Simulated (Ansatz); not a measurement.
**Zr$_{3}$N$_{2}$: geometry relaxation (part 2 of 2)**

Continued. System: Zr$_{3}$N$_{2}$ (10 atoms in the cell). Method: DFT r2SCAN, scalar-relativistic, plane waves, PAW, no spin polarisation (Ansatz 0.2.0); cutoff 500 eV, 12×12×12 k-mesh, Gaussian smearing of 0.1 eV. The structure derives from a Materials Project entry.

Geometry of the input (Å; fractional positions):
```
2.8251  1.6311  5.2360
-2.8251  1.6311  5.2360
0.0000  -3.2622  5.2360
Zr 0.4248  0.0752  0.7500
Zr 0.0752  0.7500  0.4248
Zr 0.7500  0.4248  0.0752
Zr 0.2500  0.5752  0.9248
Zr 0.9248  0.2500  0.5752
Zr 0.5752  0.9248  0.2500
N  0.3385  0.3385  0.3385
N  0.1615  0.1615  0.1615
N  0.8385  0.8385  0.8385
N  0.6615  0.6615  0.6615
```

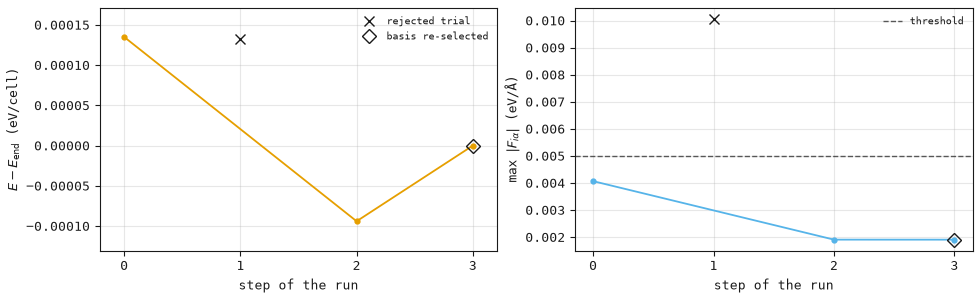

**Figure 1.** Progress of the relaxation, step by step (the first geometry is step 0 here and step 1 in the log). The atoms keep their places relative to the cell (all moves are under 0.005 Å). After 2 geometry steps the energy has fallen by 0.2 meV per cell of the calculation. Largest force component: 0.0041 eV/Å at the start, 0.0019 eV/Å at the end. Pressure: −0.22 GPa at the start and 0.00 GPa at the end. The line search rejected the trial step at point 1 (counted from 0) and went back. A last SCF at the same geometry on a re-selected plane-wave basis shifts the energy by +0.1 meV per cell of the calculation.

```
basis re-selected at this cell: Δ(F+E_penalty+E_count) = +9.369e-5 eV, ΔP = -0.000 GPa vs the last step (what re-selecting the basis moved, of the pressure what is left beyond the Pulay correction that the steps carried, after the strain that the cell walked since its last selection, with what the two solves' SCF thresholds leave and, on support functions, any second-order correction that the steps lacked; it is no measure of the basis error at this ecutwfc). This SCF's stress stands 2.03e-3 GPa from its target on what of the cell is left free (relax.cell.stress_tol is 5.00e-2 GPa) and its largest allowed force component is 1.91e-3 eV/Å (relax.f_tol is 5.00e-3 eV/Å): within both
SCF converged after 3 iterations
Free energy (F): -26725.258045 eV
Harris-Foulkes:  -26725.258045 eV  (|F-HF|=2.91e-11)
Internal energy: -26725.239229 eV  (E = F + TS)
E sigma→0 (E₀):  -26725.248637 eV
Entropy (-TS):   -0.018817 eV (-1.882 meV/atom)
Fermi energy:    15.655443 eV
--- Per-component energies (eV) ---
  E_band       = -408.710939
  E_kinetic    = 2531.786934
  E_local      = -4002.856382  (includes V_loc(G=0)·N_el)
  E_nonlocal   = 647.880187
  E_hartree    = 1247.501196
  E_xc         = -1181.304916
  E_vxc        = -1615.903737  (∫ρ·V_xc dr)
  E_paw        = -18337.486519  (= ΣΔE_a)
  E_vpaw       = -558.576780  (= ΣTr[D̂ρ^β])
  E_aug_tail   = 0.000116  (compensation charges beyond the density's cutoff)
  E_vtau       = 93.956458  (kinetic-family band-sum trace: ∫τ·v_τ [+ j·A + Jᵃ·Aᵃ] dr)
  E_ewald      = -7629.653136
  E_core_change = -1.106708  (= ΣΔE_core)
  E_smearing   = -0.018817  (= −TS)
  E_closure    = 0.000000  (closes the sum)
  Σ components = -26725.258045   (vs F -26725.258045, Δ=0.00e0)
--- Forces (eV/Å), atoms counted from 1 ---
  atom   1  Zr     0.00190568    -0.00000000    -0.00000000
  atom   2  Zr    -0.00095284    -0.00165037     0.00000000
  atom   3  Zr    -0.00095284     0.00165037     0.00000000
  atom   4  Zr     0.00095284    -0.00165037    -0.00000000
  atom   5  Zr     0.00095284     0.00165037    -0.00000000
  atom   6  Zr    -0.00190568     0.00000000     0.00000000
  atom   7  N      0.00000000    -0.00000000    -0.00088345
  atom   8  N      0.00000000     0.00000000     0.00088345
  atom   9  N     -0.00000000    -0.00000000    -0.00088345
  atom  10  N     -0.00000000     0.00000000     0.00088345
  max |Σ_I F_I| component: 1.89e-17 eV/Å
--- Stress (GPa, compression-positive) ---
       -0.002028       0.000000      -0.000000
        0.000000      -0.002028       0.000000
       -0.000000      -0.000000       0.000462
  P = ⅓ Tr σ = -0.0012 GPa (-0.012 kbar)
--- Band table (eV; the first three rows and the last of 189) ---
  k-point 0: bands = ["-34.7544", "-34.6018", "-34.5803", "-34.5803", "-34.5717", "-34.5717", "-12.8522", "-12.5923", "-12.4414", "-12.4414", "-12.3368", "-12.3368", "-12.2563", "-12.2043", "-12.1320", "-11.8260", "-11.8260", "-11.8249", "-11.8249", "-11.7464", "-11.7464", "-11.6450", "-11.6450", "-11.6396", "-0.6459", "0.2550", "0.6055", "1.1464", "9.1059", "9.5982", "9.5982", "10.5006", "10.5006", "10.8337", "11.8437", "11.8437", "11.8901", "12.0114", "12.0114", "12.3874", "12.6952", "15.3472", "15.3472", "15.5506", "15.7787", "15.7787", "16.5048", "16.5466", "16.5466", "16.5640", "17.1348", "17.1348", "17.7297", "17.7297", "18.9920", "18.9920"]
  k-point 1: bands = ["-34.7514", "-34.6010", "-34.5835", "-34.5817", "-34.5719", "-34.5707", "-12.8420", "-12.6168", "-12.4588", "-12.4093", "-12.3748", "-12.3415", "-12.2114", "-12.1746", "-12.1072", "-11.8645", "-11.8318", "-11.8185", "-11.8012", "-11.7621", "-11.7521", "-11.6647", "-11.6461", "-11.6429", "-0.6132", "0.2590", "0.5915", "1.1207", "9.1566", "9.6227", "9.6361", "10.4513", "10.5219", "10.8314", "11.7235", "11.7763", "11.8750", "12.0245", "12.0566", "12.3271", "12.8242", "15.2261", "15.2648", "15.3903", "15.6812", "15.9703", "16.2306", "16.5602", "16.5785", "16.6075", "17.2173", "17.4670", "17.7563", "17.7977", "18.9028", "18.9166"]
  k-point 2: bands = ["-34.7424", "-34.5999", "-34.5909", "-34.5845", "-34.5734", "-34.5694", "-12.8120", "-12.6536", "-12.5024", "-12.4205", "-12.3903", "-12.2921", "-12.1381", "-12.1112", "-12.0554", "-11.9101", "-11.8428", "-11.8216", "-11.7995", "-11.7886", "-11.7739", "-11.7117", "-11.6524", "-11.6516", "-0.5192", "0.2717", "0.5510", "1.0464", "9.3013", "9.6931", "9.7392", "10.3593", "10.5838", "10.7962", "11.5089", "11.6350", "11.8136", "12.0244", "12.0745", "12.2199", "13.0853", "14.9768", "15.0257", "15.2585", "15.5232", "15.7175", "16.2889", "16.5433", "16.5813", "16.8097", "17.4152", "17.8646", "17.9434", "18.0170", "18.7910", "18.8471"]
  k-point 188: bands = ["-34.6787", "-34.6787", "-34.5760", "-34.5760", "-34.5760", "-34.5760", "-12.5640", "-12.5640", "-12.2899", "-12.2899", "-12.2899", "-12.2899", "-12.2629", "-12.2629", "-12.0358", "-12.0358", "-11.9308", "-11.9308", "-11.9308", "-11.9308", "-11.6972", "-11.6972", "-11.6972", "-11.6972", "0.1490", "0.1490", "0.5047", "0.5047", "10.2440", "10.2440", "10.4130", "10.4130", "10.4130", "10.4130", "11.3865", "11.3865", "11.3865", "11.3865", "11.4664", "11.4664", "14.4479", "14.4479", "15.0840", "15.0840", "15.0840", "15.0840", "16.7394", "16.7394", "17.7954", "17.7954", "17.7954", "17.7954", "19.4131", "19.4131", "19.4131", "19.4131"]
--- Relaxed structure (3 steps of the walk, 2 accepted, 1 SCFs on fresh bases) ---
  F+E_penalty+E_count = -26725.25804515 eV   max|allowed force component| = 1.906e-3 eV/Å   (the final SCF, on the basis selected at the relaxed cell)
  cell:  # Å, volume = 144.6118 Å³
    - [2.8236184306658814, 1.6302168610337349, 5.236016168672992]
    - [-2.8236184306658814, 1.6302168610337349, 5.236016168672992]
    - [1.600424790282055e-35, -3.26043372206747, 5.236016168672992]
  atoms:
    - { symbol: Zr, position: [0.42478745260238404, 0.0752125473976159, 0.7499999999999998] }
    - { symbol: Zr, position: [0.07521254739761596, 0.7499999999999999, 0.42478745260238393] }
    - { symbol: Zr, position: [0.7499999999999999, 0.424787452602384, 0.07521254739761574] }
    - { symbol: Zr, position: [0.2499999999999999, 0.5752125473976157, 0.924787452602384] }
    - { symbol: Zr, position: [0.9247874526023839, 0.25, 0.5752125473976157] }
    - { symbol: Zr, position: [0.5752125473976157, 0.9247874526023839, 0.24999999999999994] }
    - { symbol: N, position: [0.33850328340580926, 0.33850328340580926, 0.33850328340580915] }
    - { symbol: N, position: [0.16149671659419076, 0.16149671659419074, 0.16149671659419068] }
    - { symbol: N, position: [0.8385032834058093, 0.8385032834058093, 0.8385032834058092] }
    - { symbol: N, position: [0.6614967165941907, 0.6614967165941907, 0.6614967165941906] }
```

## Trajectory as extended XYZ (Å, eV, eV/Å), 4 frames, from step=1 to step=4
```
10
Lattice="2.8251 1.6311 5.2360 -2.8251 1.6311 5.2360 0.0000 -3.2622 5.2360" Properties=species:S:1:pos:R:3:forces:R:3 step=1 energy=-26725.25791 pressure_GPa=-0.22
Zr    0.9877   -1.6311    6.5450    0.0041   0.0000   0.0000
Zr   -1.9064   -0.0398    6.5450   -0.0020  -0.0035   0.0000
Zr    0.9187    1.6709    6.5450   -0.0020   0.0035   0.0000
Zr   -0.9187   -1.6709    9.1629    0.0020  -0.0035   0.0000
Zr    1.9064    0.0398    9.1629    0.0020   0.0035   0.0000
Zr   -0.9877    1.6311    9.1629   -0.0041   0.0000   0.0000
N     0.0000    0.0000    5.3175    0.0000   0.0000  -0.0020
N     0.0000    0.0000    2.5365    0.0000   0.0000   0.0020
N     0.0000    0.0000   13.1714    0.0000   0.0000  -0.0020
N     0.0000    0.0000   10.3904    0.0000   0.0000   0.0020
10
Lattice="2.8210 1.6287 5.2397 -2.8210 1.6287 5.2397 0.0000 -3.2575 5.2397" Properties=species:S:1:pos:R:3:forces:R:3 step=2 energy=-26725.25791 pressure_GPa=0.22 accepted=F
Zr    0.9856   -1.6287    6.5497    0.0101   0.0000   0.0000
Zr   -1.9033   -0.0392    6.5497   -0.0050  -0.0087   0.0000
Zr    0.9177    1.6679    6.5497   -0.0050   0.0087   0.0000
Zr   -0.9177   -1.6679    9.1696    0.0050  -0.0087   0.0000
Zr    1.9033    0.0392    9.1696    0.0050   0.0087   0.0000
Zr   -0.9856    1.6287    9.1696   -0.0101   0.0000   0.0000
N     0.0000    0.0000    5.3204    0.0000   0.0000  -0.0015
N     0.0000    0.0000    2.5392    0.0000   0.0000   0.0015
N     0.0000    0.0000   13.1800    0.0000   0.0000  -0.0015
N     0.0000    0.0000   10.3989    0.0000   0.0000   0.0015
10
Lattice="2.8236 1.6302 5.2360 -2.8236 1.6302 5.2360 0.0000 -3.2604 5.2360" Properties=species:S:1:pos:R:3:forces:R:3 step=3 energy=-26725.25814 pressure_GPa=-0.00
Zr    0.9871   -1.6302    6.5450    0.0019   0.0000   0.0000
Zr   -1.9053   -0.0397    6.5450   -0.0010  -0.0017   0.0000
Zr    0.9183    1.6699    6.5450   -0.0010   0.0017   0.0000
Zr   -0.9183   -1.6699    9.1630    0.0010  -0.0017   0.0000
Zr    1.9053    0.0397    9.1630    0.0010   0.0017   0.0000
Zr   -0.9871    1.6302    9.1630   -0.0019   0.0000   0.0000
N     0.0000    0.0000    5.3172    0.0000   0.0000  -0.0009
N     0.0000    0.0000    2.5368    0.0000   0.0000   0.0009
N     0.0000    0.0000   13.1713    0.0000   0.0000  -0.0009
N     0.0000    0.0000   10.3908    0.0000   0.0000   0.0009
10
Lattice="2.8236 1.6302 5.2360 -2.8236 1.6302 5.2360 0.0000 -3.2604 5.2360" Properties=species:S:1:pos:R:3:forces:R:3 step=4 energy=-26725.25804 pressure_GPa=-0.00
Zr    0.9871   -1.6302    6.5450    0.0019   0.0000   0.0000
Zr   -1.9053   -0.0397    6.5450   -0.0010  -0.0016   0.0000
Zr    0.9183    1.6699    6.5450   -0.0010   0.0016   0.0000
Zr   -0.9183   -1.6699    9.1630    0.0010  -0.0016   0.0000
Zr    1.9053    0.0397    9.1630    0.0010   0.0016   0.0000
Zr   -0.9871    1.6302    9.1630   -0.0019   0.0000   0.0000
N     0.0000    0.0000    5.3172    0.0000   0.0000  -0.0009
N     0.0000    0.0000    2.5368    0.0000   0.0000   0.0009
N     0.0000    0.0000   13.1713    0.0000   0.0000  -0.0009
N     0.0000    0.0000   10.3908    0.0000   0.0000   0.0009
```

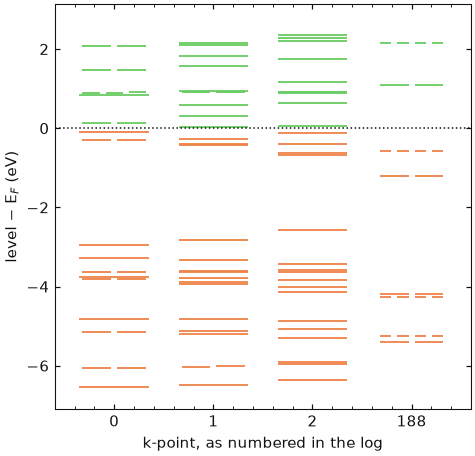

**Figure 2.** Kohn–Sham levels near the Fermi level (dotted) at the few k-points that the log prints; levels within 0.02 eV of each other stand side by side. The system is metallic on the full mesh.
